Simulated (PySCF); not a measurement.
**Two runs on Si**

System: Si (Fd-3m, 2 atoms in the cell).
Method of run A: Kohn-Sham DFT of a periodic cell in Gaussian orbitals, LDA, DZVP-MOLOPT-SR/GTH-PBE, no spin polarisation (PySCF 2.14.0).

The structure derives from a Materials Project entry. Its volume is 0.94 times that of the source entry. Text and figures count atoms from 1; the logs count them from 0 in places.

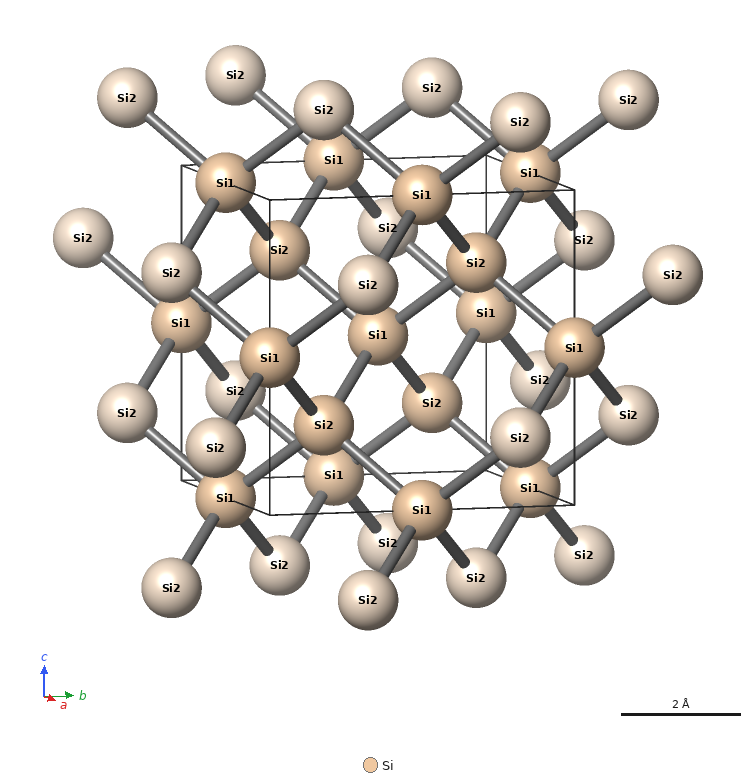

The structure as given in the input (ball-and-stick view of the cell 4 times as large as that of the calculation, set on its symmetry axes, seen slightly off an axis; neighbours outside the cell are drawn fainter; atoms are numbered from 1 in the order of the input). An atom can appear more than once, as a periodic image. Near neighbours in the periodic cell (some may lie outside the picture): Si has 4 Si at 2.31 Å.

### Input file, run A
```python
import json
import numpy as np
from pyscf.pbc import gto, scf, dft, df
from pyscf.pbc.tools import pyscf_ase
from ase import Atoms

atoms = Atoms(['Si', 'Si'],
              cell=[[0.0, 2.6662876123, 2.6662876123], [2.6662876123, 0.0, 2.6662876123], [2.6662876123, 2.6662876123, 0.0]],
              scaled_positions=[[0.5, 0.5, 0.5], [0.75, 0.75, 0.75]],
              pbc=True)
cell = pyscf_ase.cell_from_ase(atoms)
cell.basis = 'DZVP-MOLOPT-SR-GTH-q4'
cell.pseudo = 'GTH-PBE-q4'
cell.ke_cutoff = 50  # hartree
cell.exp_to_discard = 0.02
cell.precision = 1e-08
cell.max_memory = 5880  # MB
cell.verbose = 4
cell.build()

res = {}
kpts = cell.make_kpts([6, 6, 6])
mf = dft.KRKS(cell, kpts, xc='LDA_X,LDA_C_PW')
mf = mf.multigrid_numint()
mf = mf.smearing(sigma=0.00183747, method='fermi')  # hartree
mf.conv_tol = 1e-07
mf.max_cycle = 60

atoms.calc = pyscf_ase.PySCF(method=mf)
print('ASE energy = %.8f eV' % atoms.get_potential_energy())
mf = atoms.calc.method_scan
res.update(converged=bool(mf.converged), e_tot=mf.e_tot, nelec=cell.nelectron, nao=cell.nao, mesh=list(map(int, cell.mesh)), a=cell.lattice_vectors().tolist(), coords=cell.atom_coords().tolist(),
           mo_energy=[np.real(x).tolist() for x in mf.mo_energy], mo_occ=[np.real(x).tolist() for x in mf.mo_occ])
res.update(e_free=mf.e_free, e_zero=mf.e_zero)
res.update(kpts=cell.get_scaled_kpts(kpts).tolist())
res['parts'] = {k: float(np.real(v)) for k, v in mf.scf_summary.items() if np.isscalar(v)}
json.dump(res, open('results.json', 'w'))
if not mf.converged:
    raise SystemExit('SCF not converged')

print('levels (eV)')
for i, kp in enumerate(res['kpts'][:40]):
    print('k %7.4f %7.4f %7.4f  ' % tuple(kp), ' '.join('%.3f' % (x * 27.211386) for x in res['mo_energy'][i][:9]))

# Mulliken populations
dm, s = np.asarray(mf.make_rdm1()), np.asarray(mf.get_ovlp())
sites = cell.aoslice_by_atom()[:, 2:]
tot = np.einsum('kij,kji->i', dm, s).real / len(kpts)
res['mulliken'] = [cell.atom_charge(i) - tot[a0:a1].sum() for i, (a0, a1) in enumerate(sites)]
print('Mulliken charges', np.round(res['mulliken'], 5))
res['done'] = True
json.dump(res, open('results.json', 'w'))
```

Launched with:
```bash
OMP_NUM_THREADS=4 python -u run.py > log
```

Hardware: 4 threads of AMD EPYC (Zen 3), 189 GiB of memory available, shared host.

### Output, shortened to warnings, some set-up lines, iterations and results (run A)
```
[...]
cycle= 1 E= -7.85484723216025  delta_E= -0.0432  |g|= 0.259  |ddm|= 37.3
cycle= 2 E= -7.85505006619359  delta_E= -0.000203  |g|= 0.0706  |ddm|=  1.1
cycle= 3 E= -7.8550707110222  delta_E= -2.06e-05  |g|= 0.00255  |ddm|= 0.26
cycle= 4 E= -7.85507081486587  delta_E= -1.04e-07  |g|= 1.24e-05  |ddm|= 0.00893
cycle= 5 E= -7.85507081449546  delta_E= 3.7e-10  |g|= 1.15e-06  |ddm|= 4.47e-05
    sigma = 0.00183747  Optimized mu = 0.258925125943  entropy = 0.00349900312025
nelec by numeric integration = 8.000000000000016
    Total E(T) = -7.85507081449619  Free energy = -7.85507724380945  E0 = -7.85507402915282
Extra cycle  E= -7.85507081449619  delta_E= -7.32e-13  |g|= 1.1e-06  |ddm|= 4.78e-06
converged SCF energy = -7.85507081449619
ASE energy = -213.74736415 eV
levels (eV)
k  0.0000  0.0000  0.0000   -5.562 6.817 6.817 6.817 9.404 9.404 9.404 10.944 15.193
k -0.0000 -0.0000  0.1667   -5.185 4.363 6.343 6.343 9.319 10.096 10.096 12.959 14.639
k -0.0000 -0.0000  0.3333   -4.109 1.268 5.778 5.778 8.725 10.363 10.363 15.735 15.735
k -0.0000 -0.0000  0.5000   -3.067 -0.484 5.578 5.578 8.491 10.147 10.147 18.038 18.436
k -0.0000 -0.0000  0.6667   -4.109 1.268 5.778 5.778 8.725 10.363 10.363 15.735 15.735
k  0.0000  0.0000  0.8333   -5.185 4.363 6.343 6.343 9.319 10.096 10.096 12.959 14.639
k  0.0000  0.1667 -0.0000   -5.185 4.363 6.343 6.343 9.319 10.096 10.096 12.959 14.639
k  0.0000  0.1667  0.1667   -5.056 4.813 5.541 5.541 8.457 11.320 11.320 11.671 14.112
k  0.0000  0.1667  0.3333   -4.196 2.266 4.725 4.965 8.737 11.240 11.516 12.095 16.845
k -0.0000  0.1667  0.5000   -2.913 -0.054 3.896 4.946 8.815 11.114 11.580 13.834 18.141
k -0.0000  0.1667  0.6667   -3.333 0.593 3.591 5.462 9.297 11.111 11.155 14.878 14.938
k -0.0000  0.1667  0.8333   -4.565 3.026 4.225 6.242 10.011 10.460 10.757 13.247 13.467
k  0.0000  0.3333 -0.0000   -4.109 1.268 5.778 5.778 8.725 10.363 10.363 15.735 15.735
k  0.0000  0.3333  0.1667   -4.196 2.266 4.725 4.965 8.737 11.240 11.516 12.095 16.845
k  0.0000  0.3333  0.3333   -3.562 1.746 4.255 4.255 7.383 8.740 14.458 14.458 17.611
k -0.0000  0.3333  0.5000   -2.326 0.116 2.915 4.116 7.707 9.551 14.761 14.768 18.400
k  0.0000  0.3333  0.6667   -2.095 -0.121 2.063 4.588 8.250 12.922 13.649 14.364 14.955
k -0.0000  0.3333  0.8333   -3.333 0.593 3.591 5.462 9.297 11.111 11.155 14.878 14.938
k  0.0000  0.5000 -0.0000   -3.067 -0.484 5.578 5.578 8.491 10.147 10.147 18.038 18.436
k  0.0000  0.5000  0.1667   -2.913 -0.054 3.896 4.946 8.815 11.114 11.580 13.834 18.141
k  0.0000  0.5000  0.3333   -2.326 0.116 2.915 4.116 7.707 9.551 14.761 14.768 18.400
k  0.0000  0.5000  0.5000   -1.201 -1.201 3.802 3.802 7.323 7.323 17.622 17.622 18.612
k -0.0000  0.5000  0.6667   -2.326 0.116 2.915 4.116 7.707 9.551 14.761 14.768 18.400
k -0.0000  0.5000  0.8333   -2.913 -0.054 3.896 4.946 8.815 11.114 11.580 13.834 18.141
k  0.0000  0.6667 -0.0000   -4.109 1.268 5.778 5.778 8.725 10.363 10.363 15.735 15.735
k  0.0000  0.6667  0.1667   -3.333 0.593 3.591 5.462 9.297 11.111 11.155 14.878 14.938
[...]
```

Run B used a changed input.

### The two runs side by side

| quantity | run A | run B |
| --- | --- | --- |
| outcome | converged | converged |
| free energy per atom (eV) | −106.8738 | −106.8868 |
| gap on the mesh (eV) | 0.51 | 0.73 |
| volume per atom (Å³) | 18.95 | 21.37 |
| SCF iterations | 5 | 4 |
| irreducible k-points | 216 | 216 |
| basis functions | 26 | 26 |
| wall time (shared host) | 2 min | 87 s |

What was changed in the input?

The change (lines with − go, lines with + come):
```diff
-              cell=[[0.0, 2.6662876123, 2.6662876123], [2.6662876123, 0.0, 2.6662876123], [2.6662876123, 2.6662876123, 0.0]],
+              cell=[[0.0, 2.7752343705, 2.7752343705], [2.7752343705, 0.0, 2.7752343705], [2.7752343705, 2.7752343705, 0.0]],
```

With the same functional and potentials, run B lies 13.0 meV per atom lower. The gap on the mesh goes from 0.51 to 0.73 eV. The volume per atom goes from 18.95 to 21.37 Å³. The SCF takes 4 iterations against 5.

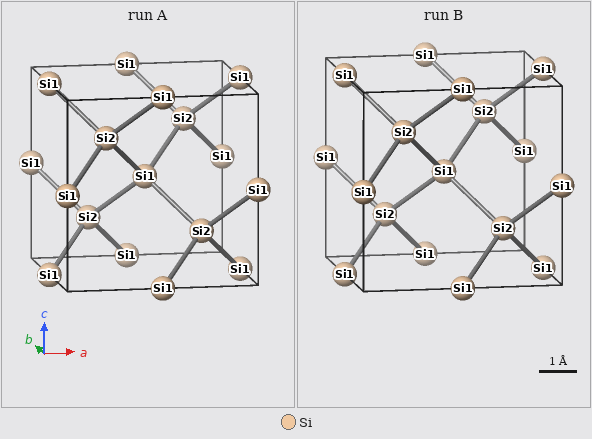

The two input geometries at one scale (ball-and-stick view of the cell 4 times as large as that of the calculation, set on its symmetry axes, seen slightly off an axis). No atom moves by more than 0.005 Å relative to the cell. The volume changes by +12.8 %, with a = b = c 5.333 → 5.550 Å (+4.1 %). Among the contacts that change: Si1–Si2 2.309 → 2.403 Å.

### Output, shortened to warnings, some set-up lines, iterations and results (run B)
```
[...]
cycle= 1 E= -7.855402782574  delta_E= -0.111  |g|= 0.411  |ddm|= 36.1
cycle= 2 E= -7.85597166482544  delta_E= -0.000569  |g|= 0.117  |ddm|= 1.78
cycle= 3 E= -7.85603456599656  delta_E= -6.29e-05  |g|= 0.00265  |ddm|= 0.415
cycle= 4 E= -7.8560346128202  delta_E= -4.68e-08  |g|= 1.55e-05  |ddm|= 0.00903
    sigma = 0.00183747  Optimized mu = 0.216685186889  entropy = 0.000597047250383
nelec by numeric integration = 8.000000000000005
    Total E(T) = -7.85603461271244  Free energy = -7.85603570976885  E0 = -7.85603516124064
Extra cycle  E= -7.85603461271244  delta_E= 1.08e-10  |g|= 6.06e-06  |ddm|= 7.05e-05
converged SCF energy = -7.85603461271244
ASE energy = -213.77359043 eV
levels (eV)
k  0.0000  0.0000  0.0000   -5.990 5.563 5.563 5.563 8.094 8.094 8.094 8.274 13.931
k  0.0000  0.0000  0.1667   -5.653 3.200 5.139 5.139 7.677 8.720 8.720 10.597 13.416
k  0.0000  0.0000  0.3333   -4.694 0.369 4.614 4.614 7.054 9.073 9.073 13.707 14.345
k  0.0000  0.0000  0.5000   -3.802 -1.176 4.425 4.425 6.820 8.936 8.936 15.886 16.955
k  0.0000  0.0000  0.6667   -4.694 0.369 4.614 4.614 7.054 9.073 9.073 13.707 14.345
k  0.0000  0.0000  0.8333   -5.653 3.200 5.139 5.139 7.677 8.720 8.720 10.597 13.416
k -0.0000  0.1667  0.0000   -5.653 3.200 5.139 5.139 7.677 8.720 8.720 10.597 13.416
k -0.0000  0.1667  0.1667   -5.536 3.457 4.437 4.437 7.236 9.745 9.805 9.805 12.385
k -0.0000  0.1667  0.3333   -4.765 1.191 3.636 3.910 7.491 9.512 10.241 10.584 14.530
k -0.0000  0.1667  0.5000   -3.646 -0.854 2.879 3.879 7.542 9.541 10.210 12.255 16.064
k  0.0000  0.1667  0.6667   -4.006 -0.292 2.633 4.333 7.882 9.625 9.792 13.014 13.547
k -0.0000  0.1667  0.8333   -5.097 1.875 3.269 5.027 8.385 9.065 9.293 11.349 12.340
k -0.0000  0.3333  0.0000   -4.694 0.369 4.614 4.614 7.054 9.073 9.073 13.707 14.345
k -0.0000  0.3333  0.1667   -4.765 1.191 3.636 3.910 7.491 9.512 10.241 10.584 14.530
k -0.0000  0.3333  0.3333   -4.190 0.595 3.271 3.271 6.293 7.661 12.677 12.677 15.039
k -0.0000  0.3333  0.5000   -3.091 -0.880 2.112 3.140 6.636 8.328 12.856 13.048 16.279
k -0.0000  0.3333  0.6667   -2.915 -1.064 1.370 3.560 7.106 11.589 11.969 12.482 12.842
k -0.0000  0.3333  0.8333   -4.006 -0.292 2.633 4.333 7.882 9.625 9.792 13.014 13.547
k -0.0000  0.5000  0.0000   -3.802 -1.176 4.425 4.425 6.820 8.936 8.936 15.886 16.955
k  0.0000  0.5000  0.1667   -3.646 -0.854 2.879 3.879 7.542 9.541 10.210 12.255 16.064
k  0.0000  0.5000  0.3333   -3.091 -0.880 2.112 3.140 6.636 8.328 12.856 13.048 16.279
k  0.0000  0.5000  0.5000   -2.067 -2.067 2.857 2.857 6.305 6.305 15.324 15.324 17.097
k -0.0000  0.5000  0.6667   -3.091 -0.880 2.112 3.140 6.636 8.328 12.856 13.048 16.279
k -0.0000  0.5000  0.8333   -3.646 -0.854 2.879 3.879 7.542 9.541 10.210 12.255 16.064
k -0.0000  0.6667  0.0000   -4.694 0.369 4.614 4.614 7.054 9.073 9.073 13.707 14.345
k  0.0000  0.6667  0.1667   -4.006 -0.292 2.633 4.333 7.882 9.625 9.792 13.014 13.547
k -0.0000  0.6667  0.3333   -2.915 -1.064 1.370 3.560 7.106 11.589 11.969 12.482 12.842
[...]
```
